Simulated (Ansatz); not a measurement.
Consider ZnInGaO4.

Space group R3m. The cell comes from a database of computed structures, not from a measurement.

```cif
data_structure
_symmetry_space_group_name_H-M 'P 1'
_symmetry_Int_Tables_number 1
_cell_length_a 3.3607
_cell_length_b 3.3607
_cell_length_c 26.1402
_cell_angle_alpha 90.000
_cell_angle_beta 90.000
_cell_angle_gamma 120.000
_cell_volume 255.67
loop_
_atom_site_label
_atom_site_type_symbol
_atom_site_fract_x
_atom_site_fract_y
_atom_site_fract_z
_atom_site_occupancy
Zn1 Zn 0.66667 0.33333 0.55172 1
Zn2 Zn 0.33333 0.66667 0.88505 1
Zn3 Zn 0.00000 0.00000 0.21838 1
In1 In 0.66667 0.33333 0.33610 1
In2 In 0.33333 0.66667 0.66943 1
In3 In 0.00000 0.00000 0.00277 1
Ga1 Ga 0.00000 0.00000 0.78703 1
Ga2 Ga 0.66667 0.33333 0.12037 1
Ga3 Ga 0.33333 0.66667 0.45370 1
O1 O 0.66667 0.33333 0.62848 1
O2 O 0.33333 0.66667 0.96181 1
O3 O 0.00000 0.00000 0.29514 1
O4 O 0.00000 0.00000 0.71136 1
O5 O 0.66667 0.33333 0.04469 1
O6 O 0.33333 0.66667 0.37802 1
O7 O 0.66667 0.33333 0.45505 1
O8 O 0.33333 0.66667 0.78838 1
O9 O 0.00000 0.00000 0.12172 1
O10 O 0.00000 0.00000 0.86360 1
O11 O 0.66667 0.33333 0.19693 1
O12 O 0.33333 0.66667 0.53027 1
```

All numbers below come from Ansatz 0.2.0, DFT PBE, scalar-relativistic, plane waves, PAW.

Question: How does the converged density differ from a superposition of free atoms?

Answer: Ga–O (1.94 Å): Δρ is +0.07 e/Å³ at the midpoint (close to a masked core, so read it with care).
- O–Zn (2.01 Å): Δρ is +0.04 e/Å³ at the midpoint (close to a masked core, so read it with care).
- In–O (2.22 Å): Δρ is +0.014 e/Å³ at the midpoint (close to a masked core, so read it with care).
- In–In (3.36 Å): Δρ is −0.019 e/Å³ at the midpoint.
- Over the whole cell, outside the masked cores, the largest gain lies at the edge of the masked core of O, and the largest loss lies at the edge of the masked core of Ga.
- In all about 0.30 e an atom is rearranged against the free atoms.
- Bader charges: Zn +1.25, In +1.84, Ga +1.87 and O −1.24 e.

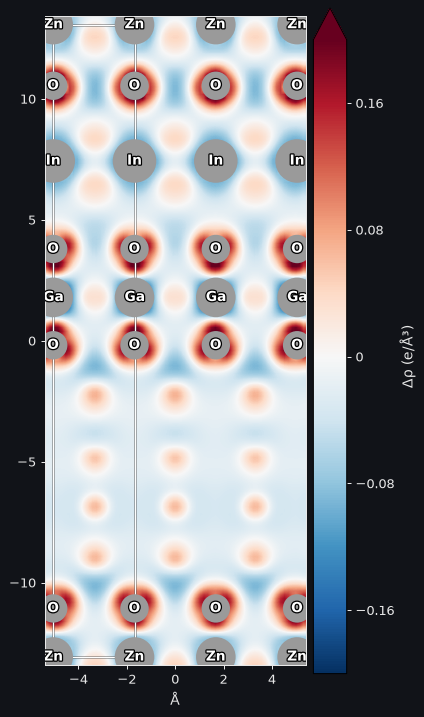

Computed deformation density: a map on the (100) plane of the conventional cell, with grey discs over the atomic cores.

Cores are masked to 0.8 Å (Zn), 0.9 Å (In), 0.8 Å (Ga) and 0.6 Å (O).

Core electrons are frozen (PAW), so the fields are smoothed inside the atomic spheres.
